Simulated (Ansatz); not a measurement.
## Geometry relaxation of C (part 2 of 2)

Continued. System: C (slab, 12 atoms in the cell). Method: DFT PBEsol, scalar-relativistic, plane waves, PAW, no spin polarisation (Ansatz 0.2.0); cutoff 420 eV, 12×12×1 k-mesh, Gaussian smearing of 0.05 eV. The structure derives from an entry of the Crystallography Open Database. It belongs to a series of runs on one base structure; here: (0 0 1) slab, atoms relaxed.

Geometry of the input (Å; fractional positions):
```
2.4988  0.0000  0.0000
-1.2494  2.1640  0.0000
0.0000  0.0000  25.9247
C  0.3333  0.6667  0.2893
C  0.6667  0.3333  0.3095
C  0.6667  0.3333  0.3695
C  0.3333  0.6667  0.3897
C  0.3333  0.6667  0.4498
C  0.6667  0.3333  0.4700
C  0.6667  0.3333  0.5300
C  0.3333  0.6667  0.5502
C  0.3333  0.6667  0.6103
C  0.6667  0.3333  0.6305
C  0.6667  0.3333  0.6905
C  0.3333  0.6667  0.7107
```

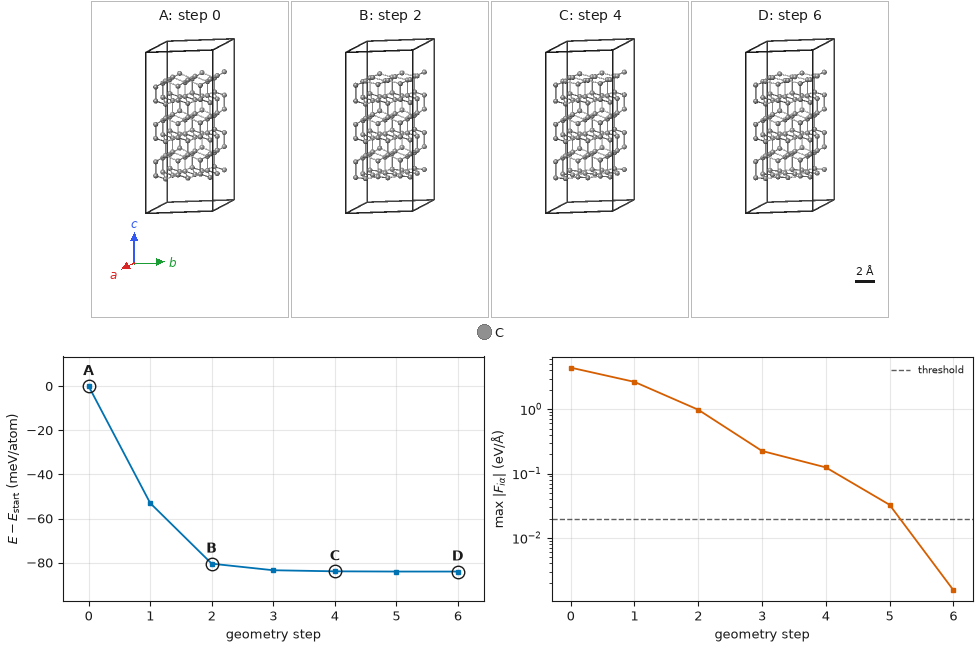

Fig. 1: Frames of the relaxation (ball-and-stick view of the 3 × 3 repeat of the cell, with the vacuum cut short, seen slightly off an axis) above the curves, on which the letters mark them (the first geometry is step 0 here and step 1 in the log).

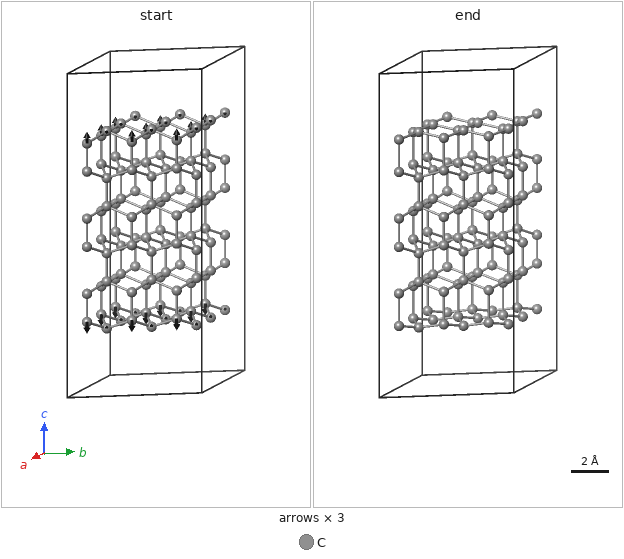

Fig. 2: Before (left) and after (right) the relaxation, at one scale (ball-and-stick view of the 3 × 3 repeat of the cell, with the vacuum cut short, seen slightly off an axis). The black arrows give the displacements, magnified 3 times. After 6 geometry steps the energy has fallen by 84.0 meV per atom. Largest force component: 4.4 eV/Å at the start, 0.0015 eV/Å at the end. The largest moves, 0.22 Å, are those of C2 and C11. The cell stays as it was. Among the contacts that change: C10–C11 1.558 → 1.799 Å, C11–C12 1.534 → 1.465 Å, C4–C5 1.558 → 1.589 Å, C3–C4 1.534 → 1.517 Å. Among the angles that change: C10–C11–C12 109.9° → 99.9°, C12–C11–C12 109.0° → 117.1°. (Atoms are counted from 1 in the order of the input.)

```
WARN: The output density's exchange-correlation potential varies sharply where the density is thin. Do not read a vacuum level from v_tot or v_xc, or from such a field of the output density. On a cell that repeats whose density bears no net charge and no dipole along the vacuum's axis use v_es (v_loc + v_h of the components); under efield.dipole_correction with no amplitude use v_es + v_field, which holds any external_charges[].barrier, or the levels of the report's work_function block, which leave it out; under a non-zero efield.amplitude the vacuum is tilted and has no level; on a cell that repeats and bears such a dipole with no correction it is tilted too, and efield.dipole_correction with no amplitude gives each side of its ramp a level where efield: is served; in a cell that repeats whose density bears a net charge (total_charge, or a fill off its count) it is curved and has none; of a slab under crystal.periodic whose density bears no net charge use v_es, which has a level on each side, short of where the two are joined; of another it falls or rises all the way out and has none; of a slab beside external_charges read slab_vacuum_level instead, which it has where they leave it neutral. The grid or the basis barely resolves most such structure, and the values can differ between equally converged runs; as a rule a tighter scf.convergence.dr2_threshold does not remove it. Where the density itself ripples (under the LDA too) a higher basis.ecutwfc lessens it. The files hold the spikes' plane waves up to the density's cutoff. Files: v_tot_of_output_density and the like, and their columns of v_z.tsv (output.write_potential); v_xc_of_output_density and the like, and their columns of v_comp_z.tsv (output.write_potential_components). Measured: with its Gaussian average of σ = 0.25 Å subtracted twice, the exchange-correlation potential is over 0.1 eV at 296 of the grid points where the equally averaged density (valence and model cores) is under 1e-3 e/Å³, and 0.334 eV at the most among them, at an averaged density of 2.4e-7 e/Å³. The input density's (outcome.potential() and, of a run that writes arrays, v_tot and v_xc) is over 0.1 eV, so measured, at 2 points of its own thin density, 0.121 eV at the most. See output.write_potential in the manual, Limitations
SCF converged after 9 iterations
Free energy (F): -2955.417184 eV
Harris-Foulkes:  -2955.417184 eV  (|F-HF|=3.67e-10)
Internal energy: -2955.406280 eV  (E = F + TS)
E sigma→0 (E₀):  -2955.411732 eV
Entropy (-TS):   -0.010904 eV (-0.909 meV/atom)
Fermi energy:    4.507180 eV
Dipole field:    D = -0.000001 V/Å  (p = -0.000000 e·Å, saw-weighted, corrected)
Work function:   Φ+ = 4.9225 eV   Φ− = 4.9226 eV
Levels:          The Fermi level and band energies are counted from a zero that moves with the ramp; work functions are not
--- Per-component energies (eV) ---
  E_band       = -269.274483
  E_kinetic    = 1097.853925
  E_local      = -45102.832093  (includes V_loc(G=0)·N_el)
  E_nonlocal   = 322.642660
  E_hartree    = 22106.237712
  E_xc         = -577.366389
  E_vxc        = -718.575961  (∫ρ·V_xc dr)
  E_paw        = -1143.612388  (= ΣΔE_a)
  E_vpaw       = -80.832877  (= ΣTr[D̂ρ^β])
  E_aug_tail   = 0.000095  (compensation charges beyond the density's cutoff)
  E_efield     = 0.000000  (sawtooth field / dipole correction)
  E_vefield    = 0.000000  (∫n·V_field dr)
  E_ewald      = 20341.416992
  E_core_change = 0.253206  (= ΣΔE_core)
  E_smearing   = -0.010904  (= −TS)
  E_closure    = -0.000000  (closes the sum)
  Σ components = -2955.417184   (vs F -2955.417184, Δ=0.00e0)
--- Forces (eV/Å), atoms counted from 1 ---
  atom   1  C     -0.00000000    -0.00000000     0.00051662
  atom   2  C      0.00000000     0.00000000     0.00009944
  atom   3  C      0.00000000     0.00000000     0.00076306
  atom   4  C      0.00000000    -0.00000000    -0.00100235
  atom   5  C     -0.00000000    -0.00000000    -0.00143409
  atom   6  C     -0.00000000     0.00000000     0.00154308
  atom   7  C      0.00000000     0.00000000    -0.00154283
  atom   8  C      0.00000000    -0.00000000     0.00143345
  atom   9  C     -0.00000000    -0.00000000     0.00100373
  atom  10  C      0.00000000     0.00000000    -0.00076445
  atom  11  C      0.00000000     0.00000000    -0.00009774
  atom  12  C      0.00000000    -0.00000000    -0.00051772
  max |Σ_I F_I| component: 2.05e-7 eV/Å
--- Band table (eV; the first three rows and the last of 19) ---
  k-point 0: bands = ["-18.6546", "-17.7741", "-16.6738", "-15.5965", "-14.5173", "-13.4881", "-9.2867", "-6.7772", "-4.4052", "-2.1849", "0.0505", "0.0505", "0.1687", "0.6291", "0.6291", "1.2487", "1.2487", "1.7137", "1.7137", "2.1323", "2.1323", "2.6304", "2.6304", "4.4473", "5.3529", "8.4908", "8.4908", "8.9661", "9.0254", "9.6800", "9.6800", "9.7522", "10.0225", "10.8007", "10.8167", "10.8167"]
  k-point 1: bands = ["-18.4811", "-17.6019", "-16.5037", "-15.4295", "-14.3550", "-13.3319", "-9.1274", "-6.6227", "-4.2603", "-2.0721", "-0.8058", "-0.3071", "-0.1903", "0.1524", "0.2795", "0.5220", "0.9078", "0.9714", "1.3820", "1.4136", "1.8096", "1.9103", "2.3102", "4.5701", "5.2714", "8.5447", "8.9829", "9.1656", "9.2482", "9.5283", "10.0259", "10.2163", "10.2210", "10.6576", "11.2588", "11.3378"]
  k-point 2: bands = ["-17.9623", "-17.0874", "-15.9956", "-14.9305", "-13.8703", "-12.8648", "-8.6611", "-6.1753", "-3.8632", "-2.7983", "-2.2902", "-1.5967", "-1.4369", "-1.1253", "-0.7929", "-0.5259", "-0.3184", "0.1170", "0.2312", "0.3336", "0.6089", "1.0554", "1.5621", "4.7440", "4.9716", "8.4436", "9.0624", "9.7212", "9.8129", "10.1070", "10.1112", "10.2189", "10.9454", "11.5011", "11.7932", "11.8690"]
  k-point 18: bands = ["-11.4529", "-11.4490", "-10.8716", "-10.3595", "-9.8162", "-9.2686", "-8.6428", "-8.5078", "-8.0884", "-7.7573", "-7.6603", "-7.3484", "-6.9314", "-6.9066", "-6.5159", "-5.7971", "-5.1382", "-4.5200", "-3.1927", "-3.0593", "-1.8493", "-0.5222", "-0.1910", "4.4977", "4.5530", "7.2282", "9.1531", "9.5872", "9.7327", "11.1263", "12.3135", "12.6894", "13.1089", "14.6393", "15.5389", "15.7352"]
--- Relaxed structure (7 steps of the walk, 7 accepted, 0 SCFs on fresh bases) ---
  F+E_penalty+E_count = -2955.41718395 eV   max|allowed force component| = 1.543e-3 eV/Å
  atoms:
    - { symbol: C, position: [0.3333333333333333, 0.6666666666666667, 0.29134218500628317] }
    - { symbol: C, position: [0.6666666666666667, 0.33333333333333337, 0.30106095912494646] }
    - { symbol: C, position: [0.6666666666666667, 0.33333333333333337, 0.37045719643322395] }
    - { symbol: C, position: [0.3333333333333333, 0.6666666666666667, 0.3885755742924756] }
    - { symbol: C, position: [0.3333333333333333, 0.6666666666666667, 0.44986857052079127] }
    - { symbol: C, position: [0.6666666666666667, 0.33333333333333337, 0.4697726725926327] }
    - { symbol: C, position: [0.6666666666666667, 0.33333333333333337, 0.5302273321376628] }
    - { symbol: C, position: [0.3333333333333333, 0.6666666666666667, 0.5501314352104624] }
    - { symbol: C, position: [0.3333333333333333, 0.6666666666666667, 0.6114244267745851] }
    - { symbol: C, position: [0.6666666666666667, 0.33333333333333337, 0.6295428115973704] }
    - { symbol: C, position: [0.6666666666666667, 0.33333333333333337, 0.698939025189397] }
    - { symbol: C, position: [0.3333333333333333, 0.6666666666666667, 0.7086578111201682] }
```

### Trajectory as extended XYZ (Å, eV, eV/Å), 7 frames, from step=1 to step=7
```
12
Lattice="2.4988 0.0000 0.0000 -1.2494 2.1640 0.0000 0.0000 0.0000 25.9247" Properties=species:S:1:pos:R:3:forces:R:3 step=1 energy=-2954.40911
C     0.0000    1.4427    7.5000    0.0000   0.0000   3.6856
C     1.2494    0.7213    8.0226    0.0000   0.0000  -4.4314
C     1.2494    0.7213    9.5804    0.0000   0.0000   1.0623
C     0.0000    1.4427   10.1030    0.0000   0.0000  -0.4524
C     0.0000    1.4427   11.6608    0.0000   0.0000   0.2058
C     1.2494    0.7213   12.1835    0.0000   0.0000  -0.1530
C     1.2494    0.7213   13.7413    0.0000   0.0000   0.1530
C     0.0000    1.4427   14.2639    0.0000   0.0000  -0.2058
C     0.0000    1.4427   15.8217    0.0000   0.0000   0.4524
C     1.2494    0.7213   16.3443    0.0000   0.0000  -1.0623
C     1.2494    0.7213   17.9021    0.0000   0.0000   4.4314
C     0.0000    1.4427   18.4247    0.0000   0.0000  -3.6856
12
Lattice="2.4988 0.0000 0.0000 -1.2494 2.1640 0.0000 0.0000 0.0000 25.9247" Properties=species:S:1:pos:R:3:forces:R:3 step=2 energy=-2955.04475
C     0.0000    1.4427    7.5956    0.0000   0.0000   1.4267
C     1.2494    0.7213    8.0035    0.0000   0.0000  -2.6595
C     1.2494    0.7213    9.5850    0.0000   0.0000   1.2151
C     0.0000    1.4427   10.0998    0.0000   0.0000  -0.1011
C     0.0000    1.4427   11.6615    0.0000   0.0000   0.1133
C     1.2494    0.7213   12.1823    0.0000   0.0000  -0.0269
C     1.2494    0.7213   13.7424    0.0000   0.0000   0.0269
C     0.0000    1.4427   14.2632    0.0000   0.0000  -0.1132
C     0.0000    1.4427   15.8249    0.0000   0.0000   0.1011
C     1.2494    0.7213   16.3397    0.0000   0.0000  -1.2151
C     1.2494    0.7213   17.9212    0.0000   0.0000   2.6595
C     0.0000    1.4427   18.3291    0.0000   0.0000  -1.4267
12
Lattice="2.4988 0.0000 0.0000 -1.2494 2.1640 0.0000 0.0000 0.0000 25.9247" Properties=species:S:1:pos:R:3:forces:R:3 step=3 energy=-2955.37436
C     0.0000    1.4427    7.5398    0.0000   0.0000   0.4087
C     1.2494    0.7213    7.8271    0.0000   0.0000  -0.1586
C     1.2494    0.7213    9.5803    0.0000   0.0000   0.7335
C     0.0000    1.4427   10.0912    0.0000   0.0000  -0.9820
C     0.0000    1.4427   11.6631    0.0000   0.0000   0.0257
C     1.2494    0.7213   12.1829    0.0000   0.0000  -0.1400
C     1.2494    0.7213   13.7418    0.0000   0.0000   0.1400
C     0.0000    1.4427   14.2616    0.0000   0.0000  -0.0258
C     0.0000    1.4427   15.8335    0.0000   0.0000   0.9821
C     1.2494    0.7213   16.3444    0.0000   0.0000  -0.7335
C     1.2494    0.7213   18.0976    0.0000   0.0000   0.1586
C     0.0000    1.4427   18.3849    0.0000   0.0000  -0.4087
12
Lattice="2.4988 0.0000 0.0000 -1.2494 2.1640 0.0000 0.0000 0.0000 25.9247" Properties=species:S:1:pos:R:3:forces:R:3 step=4 energy=-2955.41005
C     0.0000    1.4427    7.5878    0.0000   0.0000  -0.2169
C     1.2494    0.7213    7.8404    0.0000   0.0000   0.0265
C     1.2494    0.7213    9.6075    0.0000   0.0000  -0.0104
C     0.0000    1.4427   10.0814    0.0000   0.0000   0.0165
C     0.0000    1.4427   11.6584    0.0000   0.0000   0.2245
C     1.2494    0.7213   12.1777    0.0000   0.0000   0.0696
C     1.2494    0.7213   13.7470    0.0000   0.0000  -0.0696
C     0.0000    1.4427   14.2663    0.0000   0.0000  -0.2244
C     0.0000    1.4427   15.8433    0.0000   0.0000  -0.0165
C     1.2494    0.7213   16.3172    0.0000   0.0000   0.0103
C     1.2494    0.7213   18.0843    0.0000   0.0000  -0.0265
C     0.0000    1.4427   18.3369    0.0000   0.0000   0.2169
12
Lattice="2.4988 0.0000 0.0000 -1.2494 2.1640 0.0000 0.0000 0.0000 25.9247" Properties=species:S:1:pos:R:3:forces:R:3 step=5 energy=-2955.41592
C     0.0000    1.4427    7.5432    0.0000   0.0000   0.0274
C     1.2494    0.7213    7.7968    0.0000   0.0000  -0.0149
C     1.2494    0.7213    9.5954    0.0000   0.0000   0.0854
C     0.0000    1.4427   10.0665    0.0000   0.0000   0.0400
C     0.0000    1.4427   11.6627    0.0000   0.0000  -0.1247
C     1.2494    0.7213   12.1768    0.0000   0.0000   0.0396
C     1.2494    0.7213   13.7479    0.0000   0.0000  -0.0397
C     0.0000    1.4427   14.2620    0.0000   0.0000   0.1247
C     0.0000    1.4427   15.8582    0.0000   0.0000  -0.0400
C     1.2494    0.7213   16.3293    0.0000   0.0000  -0.0854
C     1.2494    0.7213   18.1279    0.0000   0.0000   0.0149
C     0.0000    1.4427   18.3815    0.0000   0.0000  -0.0274
12
Lattice="2.4988 0.0000 0.0000 -1.2494 2.1640 0.0000 0.0000 0.0000 25.9247" Properties=species:S:1:pos:R:3:forces:R:3 step=6 energy=-2955.41712
C     0.0000    1.4427    7.5508    0.0000   0.0000   0.0084
C     1.2494    0.7213    7.8017    0.0000   0.0000   0.0033
C     1.2494    0.7213    9.6047    0.0000   0.0000  -0.0136
C     0.0000    1.4427   10.0735    0.0000   0.0000  -0.0097
C     0.0000    1.4427   11.6621    0.0000   0.0000   0.0327
C     1.2494    0.7213   12.1789    0.0000   0.0000  -0.0183
C     1.2494    0.7213   13.7458    0.0000   0.0000   0.0183
C     0.0000    1.4427   14.2626    0.0000   0.0000  -0.0327
C     0.0000    1.4427   15.8512    0.0000   0.0000   0.0097
C     1.2494    0.7213   16.3200    0.0000   0.0000   0.0136
C     1.2494    0.7213   18.1230    0.0000   0.0000  -0.0033
C     0.0000    1.4427   18.3739    0.0000   0.0000  -0.0084
12
Lattice="2.4988 0.0000 0.0000 -1.2494 2.1640 0.0000 0.0000 0.0000 25.9247" Properties=species:S:1:pos:R:3:forces:R:3 step=7 energy=-2955.41718
C     0.0000    1.4427    7.5530    0.0000   0.0000   0.0005
C     1.2494    0.7213    7.8049    0.0000   0.0000   0.0001
C     1.2494    0.7213    9.6040    0.0000   0.0000   0.0008
C     0.0000    1.4427   10.0737    0.0000   0.0000  -0.0010
C     0.0000    1.4427   11.6627    0.0000   0.0000  -0.0014
C     1.2494    0.7213   12.1787    0.0000   0.0000   0.0015
C     1.2494    0.7213   13.7460    0.0000   0.0000  -0.0015
C     0.0000    1.4427   14.2620    0.0000   0.0000   0.0014
C     0.0000    1.4427   15.8510    0.0000   0.0000   0.0010
C     1.2494    0.7213   16.3207    0.0000   0.0000  -0.0008
C     1.2494    0.7213   18.1198    0.0000   0.0000  -0.0001
C     0.0000    1.4427   18.3717    0.0000   0.0000  -0.0005
```

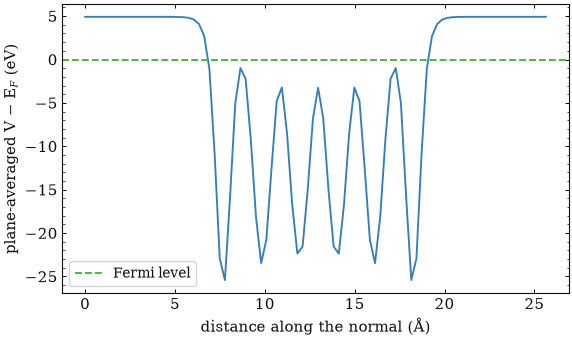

Fig. 3: Plane average of the electrostatic potential energy of an electron across the cell, from the Fermi level. The vacuum level lies 4.92 eV above the Fermi level.

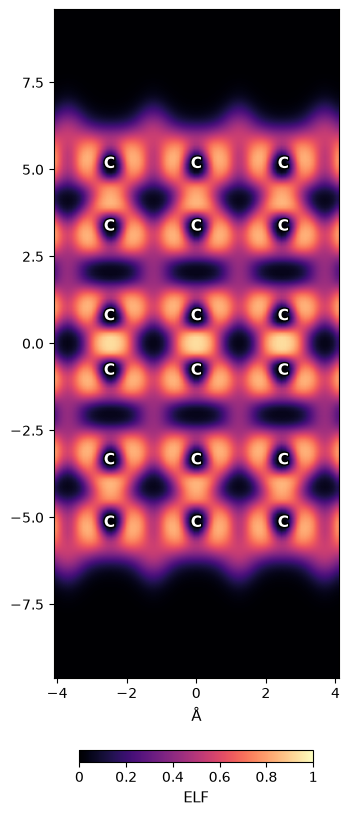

Fig. 4: ELF on the (010) plane of the calculation cell, a cut from vacuum to vacuum. Atoms in the plane: C. C–C (1.57 Å): the ELF peaks at about 0.95 between the atoms, which marks a covalent bond. In a PAW calculation such maps are meaningful between the atoms, not at the nuclei.

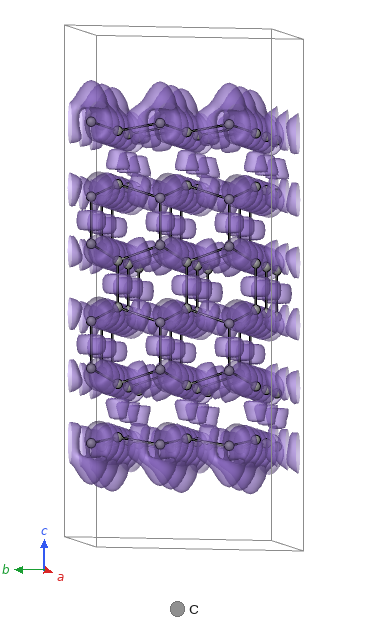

Fig. 5: Isosurface of the ELF at 0.7 (purple), seen at an oblique angle. Only the valence region is drawn (cores and ρ < 0.01 e/Å³ removed). Sticks mark near contacts. Counts are for one cell; the picture repeats the cell along the surface. Profiles from the grid: C–C (1.46 Å): the ELF peaks at about 0.95 between the atoms (a covalent bond). C–C (1.52 Å): the ELF peaks at about 0.95 between the atoms (a covalent bond).

### Results in brief

```json
{"quantity": "outcome", "value": "converged"}
{"quantity": "electrons treated", "value": "48"}
{"quantity": "free energy", "value": "−2955.4172 eV"}
{"quantity": "work function, top face", "value": "4.92 eV"}
{"quantity": "work function, bottom face", "value": "4.92 eV"}
{"quantity": "Fermi energy", "value": "4.507 eV"}
{"quantity": "gap on the k-point mesh", "value": "none (metallic)"}
{"quantity": "final volume", "value": "140.19 Å³"}
{"quantity": "work function (upper face)", "value": "4.92 eV"}
{"quantity": "largest force (length of the vector) at the end", "value": "0.002 eV/Å"}
{"quantity": "hardware", "value": "1 thread of AMD EPYC (Zen 3), 32 GiB of memory available, shared host"}
{"quantity": "wall time", "value": "93 s"}
{"quantity": "peak memory", "value": "0.43 GiB"}
```

### Notes

The program warns: the exchange-correlation potential is rough where the density is thin.
